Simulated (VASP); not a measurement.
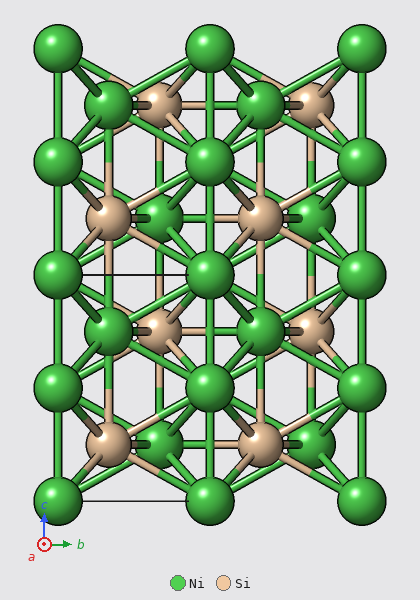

Projection along an edge of the hexagonal mesh, stacking direction c upwards. Every atom sits on one of the three columns of the mesh; call them A, B, C in the order in which they first turn up. The sequence starts with the first layer at or above the cell's origin.

SiNi₂ (space group P6_3/mmc, No. 194): an entry of the Crystallography Open Database, as set up for an electronic-structure calculation.

List the layers of one repeat.

Answer. Ni(A) – Ni(B)+Si(C) – Ni(A) – Si(B)+Ni(C) (four layers in 4.95 Å).
